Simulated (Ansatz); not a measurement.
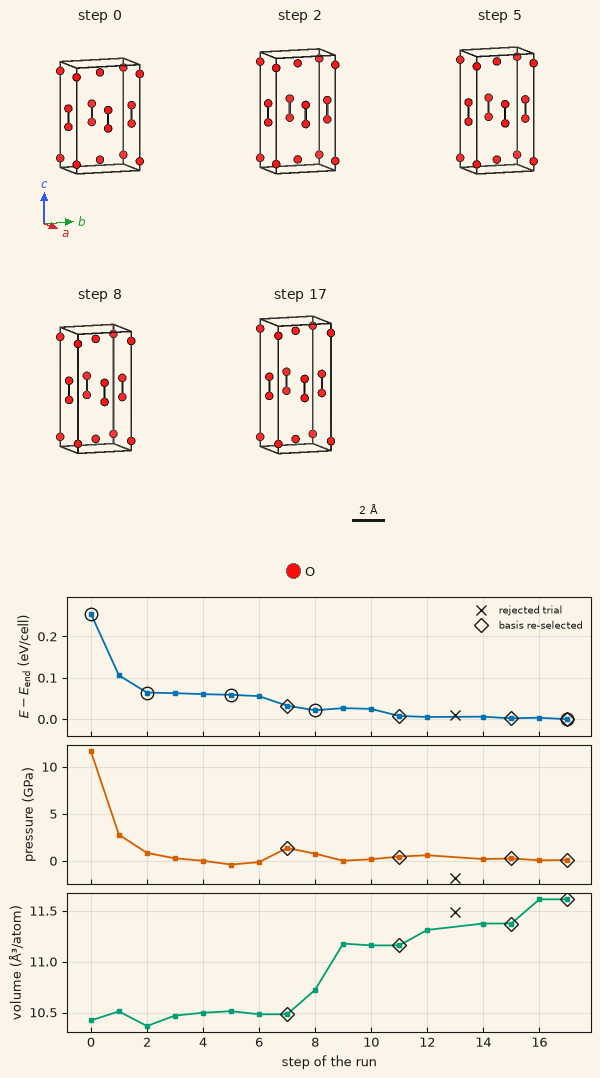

Frames of a relaxation of solid O (set up in Fmmm) (coarse preliminary run), marked on the history of the run. Style: ball-and-stick. Shown: the conventional cell (4 times the calculation's cell), slightly off an axis. Lengths and directions refer to the drawn axes.

Level of theory: DFT PBE+D3(BJ), scalar-relativistic, plane waves, PAW (Ansatz 0.2.0).

Input file:
```yaml
crystal:
  lattice:
    - [0.0, 2.10755, 3.34485]
    - [1.47835, 0.0, 3.34485]
    - [1.47835, 2.10755, 0.0]
  atoms:
    - { symbol: O, position: [0.0871, 0.0871, 0.9129] }
    - { symbol: O, position: [0.9129, 0.9129, 0.0871] }
basis:
  ecutwfc: 420
kpoints:
  mp_grid: { grid: [8, 8, 8] }
hamiltonian:
  xc: pbe
  dispersion: d3bj
scf:
  occupations: { method: gaussian, width: 0.1 }
output:
  forces: true
  stress: true
  eigenvalues: true
relax:
  adjacent_minimum: "off"
  f_tol: 0.05
  max_steps: 80
  cell: { stress_tol: 0.5 }
```

Launched with:
```bash
ansatz run input.yaml --threads 2 --pin off --max-ram 5120MiB --backend cpu --events-out ev --progress --plain --runs-dir out
```

### Describe the path.

The largest moves relative to the cell, 0.096 Å, are those of O1 and O2. O1 goes along −c. The volume changes by +11.4 %, with a 2.957 → 3.290 Å (+11.3 %), b 4.215 → 3.504 Å (−16.9 %), c 6.690 → 8.059 Å (+20.5 %). Near-neighbour distances that change, for instance: O1–O2 1.165 → 1.213 Å. The space group stays Fmmm (No. 69). Over 12 accepted moves (17 points after the start) the energy falls by 0.255 eV per cell of the calculation. The largest force component goes from 3.8 to 0.028 eV/Å. The pressure goes from 11.67 to 0.08 GPa. The line search rejected the trial step at point 13 of the run. At 4 points the geometry stayed and the basis and grid were re-selected for the new cell (energy shift of 23.1 meV per cell of the calculation at most each time). Cost: 7.5 s on 2 threads of Intel(R) Xeon(R) 6975P-C (Granite Rapids) (shared host), peak memory 0.36 GiB. From step 0 to 2: O atoms move most (0.03 Å), volume −0.5 %, energy −0.191 eV per cell of the calculation. From step 2 to 5: volume +1.4 %, energy −5.5 meV per cell of the calculation. From step 5 to 8: volume +2.0 %, energy −37.3 meV per cell of the calculation. From step 8 to 17: O atoms move most (0.04 Å), volume +8.3 %, energy −21.6 meV per cell of the calculation.
